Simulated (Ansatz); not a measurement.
Cell and atoms:

```cif
data_structure
_symmetry_space_group_name_H-M 'P 1'
_symmetry_Int_Tables_number 1
_cell_length_a 5.5073
_cell_length_b 5.5073
_cell_length_c 5.5073
_cell_angle_alpha 90.000
_cell_angle_beta 90.000
_cell_angle_gamma 90.000
_cell_volume 167.04
loop_
_atom_site_label
_atom_site_type_symbol
_atom_site_fract_x
_atom_site_fract_y
_atom_site_fract_z
_atom_site_occupancy
Al1 Al 0.00000 0.00000 0.00000 1
P1 P 0.25000 0.25000 0.25000 1
Al2 Al 0.00000 0.50000 0.50000 1
P2 P 0.25000 0.75000 0.75000 1
Al3 Al 0.50000 0.00000 0.50000 1
P3 P 0.75000 0.25000 0.75000 1
Al4 Al 0.50000 0.50000 0.00000 1
P4 P 0.75000 0.75000 0.25000 1
```

Q: Interpret the file: composition, symmetry and coordination.

A: It has the composition AlP. The lattice is face-centred cubic and the space group F-43m (No. 216). Among the common structure types it is zinc blende (sphalerite type). Content of the cell: 4 Al, 4 P (Z = 4). The polyhedra are AlP4 tetrahedra; they share corners. The coordination shell of Al holds four P in a tetrahedral arrangement at 2.38 Å. P is linked to four Al in a tetrahedral arrangement at 2.38 Å. The bonds build a three-dimensional framework.

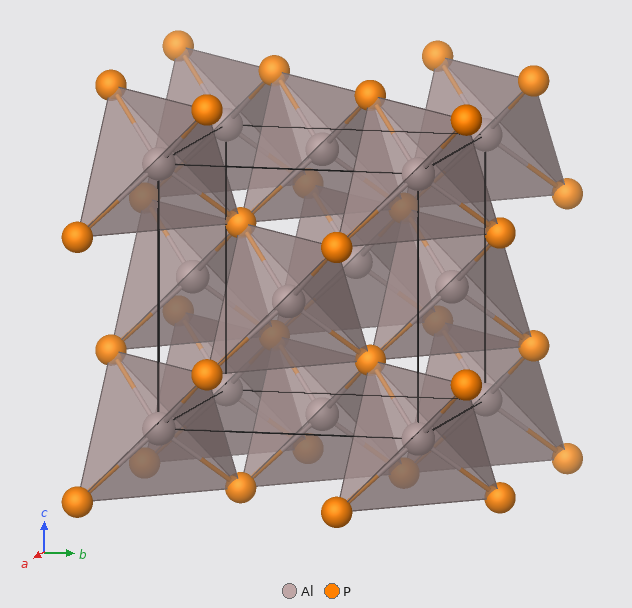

A polyhedral rendering, viewed slightly off an axis. The conventional unit cell is outlined; an atom on or near a face, edge or corner is repeated at each equivalent position. Some atoms of the next cells are drawn as well. Colours: aluminium light grey, phosphorus orange.

The structure was taken from a structure listed in the Materials Project. Earlier steps of the study may have refined or changed the cell and positions. A calculation with Ansatz used it as input.
